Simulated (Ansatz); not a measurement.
A series of calculations on Si₂₃O₄₇H

## 1. Relaxation

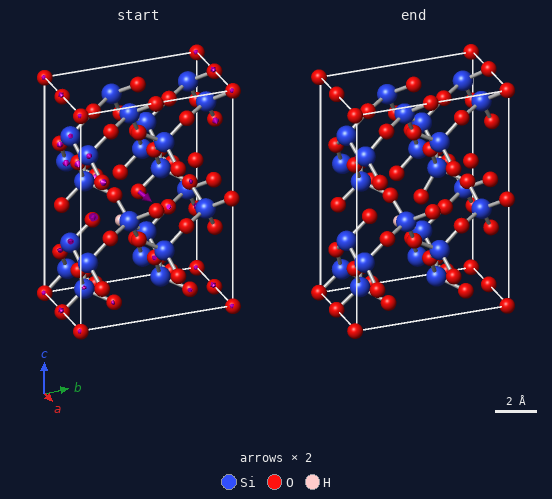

The structure of a defect cell of composition Si23O47H before (left) and after (right) a relaxation, at one scale. The purple arrows give the displacements, magnified 2 times.

Style: ball-and-stick. Shown: the cell of the calculation, reduced to other axes (origin shifted), slightly off an axis. Lengths and directions refer to the drawn axes.

These are results of DFT, PBEsol, PAW, plane waves in Ansatz 0.2.0, not measurements. (plane-wave cutoff 420 eV; k-point mesh 1 × 1 × 1; mesh shifted by (0.25, 0.25, 0.25); collinear spin; atoms relaxed in a fixed cell; force threshold 0.03 eV/Å; at most 80 steps)

Q: Summarise the run.

A: An O atom moves most: 0.42 Å roughly along [2 3 −2]. By element the largest moves are O 0.42 Å, Si 0.18 Å, H 0.14 Å. The cell doesn't change. Some distances before and after: H–Si 1.650 → 1.473 Å, O–Si 1.580 → 1.673 Å, O–Si 1.562 → 1.623 Å, O–Si 1.684 → 1.623 Å. Bond angles that change, for instance: O–Si–O 108.8° → 95.7°, Si–O–Si 139.9° → 148.1°, O–Si–O 107.9° → 115.5°. The energy falls by 1.730 eV per cell of the calculation in 8 geometry steps. Largest force component: 2.8 eV/Å at the start, 0.026 eV/Å at the end. The program noted that the starting moments weren't kept.

## 2. Relaxation

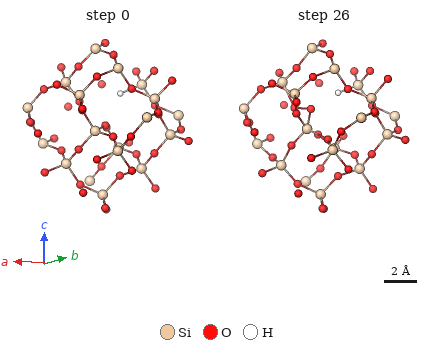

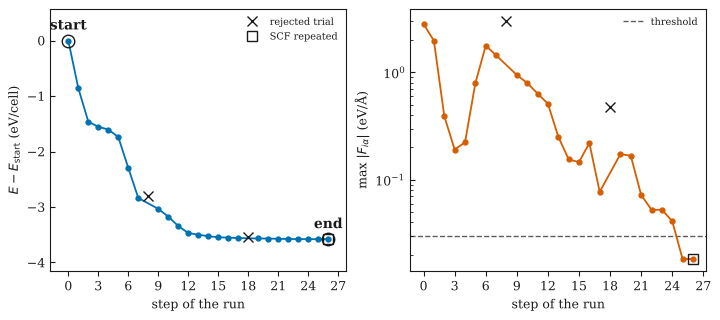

First and last geometry of a relaxation of a defect cell of composition Si$_{23}$O$_{47}$H (cell charge +1), with the history of the run. A ball-and-stick model of the atoms within 5.8 Å of the atom that moves most (axes of the cell of the calculation (origin shifted)), seen from a free direction.

Method: Ansatz 0.2.0, DFT, PBEsol, PAW, plane waves. Settings: plane-wave cutoff 420 eV; k-point mesh 1 × 1 × 1; mesh shifted by (0.25, 0.25, 0.25); collinear spin; atoms relaxed in a fixed cell; force threshold 0.03 eV/Å; at most 80 steps.

### Did the run converge, and what did it change?

It converged. The energy falls by 3.580 eV per cell of the calculation in 23 accepted moves (26 points after the start). Largest force component: 2.8 eV/Å at the start, 0.018 eV/Å at the end. The line search rejected the trial steps at points 8, 18 of the run. 1 step only repeated the SCF at the same geometry. The atom that moves furthest is an O atom (1.26 Å along [3 1 3]). Largest moves by element: O 1.26 Å, Si 0.32 Å, H 0.21 Å. The lattice vectors keep their values. Near-neighbour distances that change, for instance: O–O 2.683 → 1.352 Å, O–Si 1.580 → 1.827 Å, O–Si 1.642 → 1.817 Å, H–Si 1.650 → 1.484 Å. New bonds form: O–O (2.68 → 1.35 Å). Bond angles that change, for instance: Si–O–Si 143.1° → 164.8°, O–Si–O 112.0° → 93.7°, Si–O–Si 141.3° → 156.5°. The program noted that the starting moments weren't kept.

```json
{"step": "0", "E − E(0), meV/atom": "0.00", "largest force component, eV/Å": "2.8300", "note": ""}
{"step": "1", "E − E(0), meV/atom": "-12.07", "largest force component, eV/Å": "1.9710", "note": ""}
{"step": "2", "E − E(0), meV/atom": "-20.59", "largest force component, eV/Å": "0.3918", "note": ""}
{"step": "3", "E − E(0), meV/atom": "-21.90", "largest force component, eV/Å": "0.1911", "note": ""}
{"step": "4", "E − E(0), meV/atom": "-22.58", "largest force component, eV/Å": "0.2232", "note": ""}
{"step": "5", "E − E(0), meV/atom": "-24.49", "largest force component, eV/Å": "0.7937", "note": ""}
{"step": "6", "E − E(0), meV/atom": "-32.33", "largest force component, eV/Å": "1.7780", "note": ""}
{"step": "7", "E − E(0), meV/atom": "-39.95", "largest force component, eV/Å": "1.4470", "note": ""}
{"step": "8", "E − E(0), meV/atom": "-39.56", "largest force component, eV/Å": "3.0380", "note": "rejected"}
{"step": "9", "E − E(0), meV/atom": "-42.73", "largest force component, eV/Å": "0.9466", "note": ""}
{"step": "10", "E − E(0), meV/atom": "-44.70", "largest force component, eV/Å": "0.7976", "note": ""}
{"step": "11", "E − E(0), meV/atom": "-47.09", "largest force component, eV/Å": "0.6361", "note": ""}
{"step": "12", "E − E(0), meV/atom": "-48.85", "largest force component, eV/Å": "0.5108", "note": ""}
{"step": "13", "E − E(0), meV/atom": "-49.27", "largest force component, eV/Å": "0.2522", "note": ""}
{"step": "14", "E − E(0), meV/atom": "-49.68", "largest force component, eV/Å": "0.1549", "note": ""}
{"step": "15", "E − E(0), meV/atom": "-49.92", "largest force component, eV/Å": "0.1458", "note": ""}
{"step": "16", "E − E(0), meV/atom": "-50.04", "largest force component, eV/Å": "0.2199", "note": ""}
{"step": "17", "E − E(0), meV/atom": "-50.12", "largest force component, eV/Å": "0.0771", "note": ""}
{"step": "18", "E − E(0), meV/atom": "-49.97", "largest force component, eV/Å": "0.4724", "note": "rejected"}
{"step": "19", "E − E(0), meV/atom": "-50.24", "largest force component, eV/Å": "0.1735", "note": ""}
{"step": "20", "E − E(0), meV/atom": "-50.25", "largest force component, eV/Å": "0.1670", "note": ""}
{"step": "21", "E − E(0), meV/atom": "-50.34", "largest force component, eV/Å": "0.0722", "note": ""}
{"step": "22", "E − E(0), meV/atom": "-50.36", "largest force component, eV/Å": "0.0524", "note": ""}
{"step": "23", "E − E(0), meV/atom": "-50.40", "largest force component, eV/Å": "0.0524", "note": ""}
{"step": "24", "E − E(0), meV/atom": "-50.41", "largest force component, eV/Å": "0.0411", "note": ""}
{"step": "25", "E − E(0), meV/atom": "-50.42", "largest force component, eV/Å": "0.0182", "note": ""}
{"step": "26", "E − E(0), meV/atom": "-50.42", "largest force component, eV/Å": "0.0182", "note": "same geometry, SCF repeated"}
```

Limits of the set-up: the cell is charged, on a uniform background, and energies carry no finite-size correction.

## 3. Defect

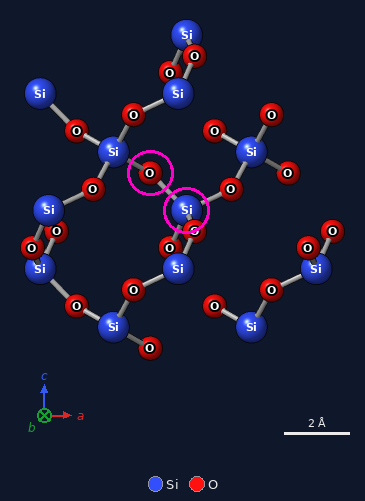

Perfect SiO2. A ball-and-stick model of the atoms within 5.4 Å of one point, in a slice 5.0 Å thick across the line of sight, seen along the b axis.

Method: DFT, PBEsol, PAW, plane waves (Ansatz). (plane-wave cutoff 420 eV; k-point mesh 1 × 1 × 1; mesh shifted by (0.25, 0.25, 0.25); collinear spin) Fermi-Dirac smearing of 0.01 eV. The axes drawn are those of the host's conventional cell.

An oxygen atom is replaced by hydrogen and a silicon atom is taken out (a vacancy), the two sites 1.6 Å apart at the ringed places, in charge state 0. The supercell has 72 sites, and the atoms are relaxed at the host's cell.

Q: Predict the relaxed surroundings of the defect.

A: In the host the O atom has 2 Si at 1.62 Å; the H atom ends with 1 Si at 1.47 Å. Around the empty Si site the host had 4 O at 1.62 Å; after relaxation the nearest atoms are 2 O at 1.38 to 1.39 Å. Of the host's atoms, an oxygen atom moves furthest from its site, by 0.45 Å. The H atom itself moves 0.16 Å from where it was put. The cell's net moment is 1.00 μB.

The relaxed defect, seen from the same direction:

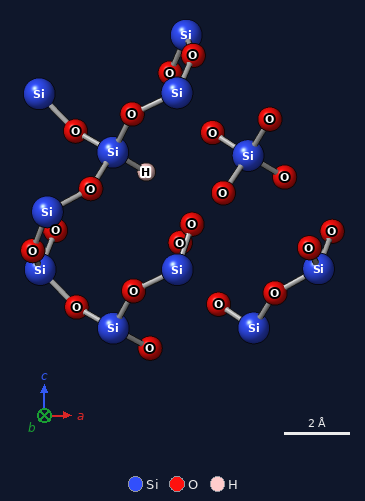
